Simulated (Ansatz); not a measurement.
System: Cs.

```cif
data_structure
_symmetry_space_group_name_H-M 'P 1'
_symmetry_Int_Tables_number 1
_cell_length_a 7.7716
_cell_length_b 7.7716
_cell_length_c 7.7716
_cell_angle_alpha 90.000
_cell_angle_beta 90.000
_cell_angle_gamma 90.000
_cell_volume 469.39
loop_
_atom_site_label
_atom_site_type_symbol
_atom_site_fract_x
_atom_site_fract_y
_atom_site_fract_z
_atom_site_occupancy
Cs1 Cs 0.00000 0.00000 0.00000 1
Cs2 Cs 0.50000 0.50000 0.00000 1
Cs3 Cs 0.50000 0.00000 0.50000 1
Cs4 Cs 0.00000 0.50000 0.50000 1
```

Space group Fm-3m; a structure from a database of computed crystals, not necessarily the ambient phase; computed without spin polarisation.

These are results of Ansatz 0.2.0, DFT PBE, scalar-relativistic, plane waves, PAW, not measurements.

Q: What will maps of the valence pseudo-density and electron localisation function show?

A: Cs–Cs (5.50 Å): ρ is about 0.01 e/Å³ halfway; the ELF is about 0.15 at the midpoint (no shared electron pair shows on this line).

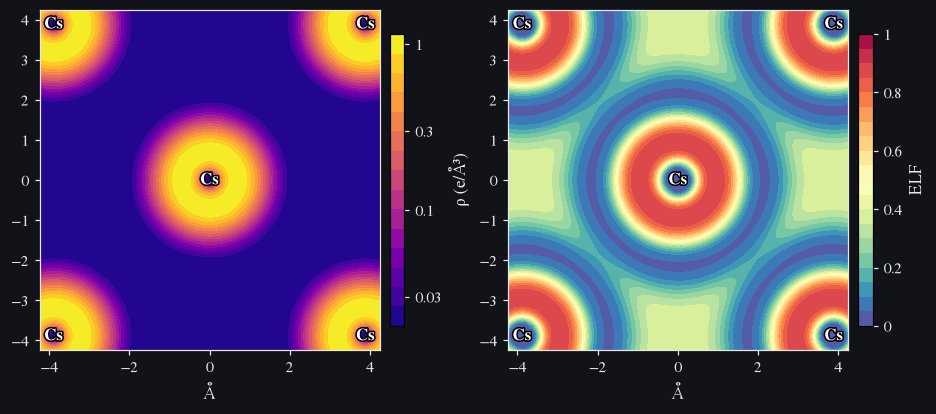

Computed valence pseudo-density and electron localisation function on the (001) plane of the conventional cell, in this order. 

The density is the valence pseudo-density of a PAW calculation; it isn't the true density close to the nuclei.
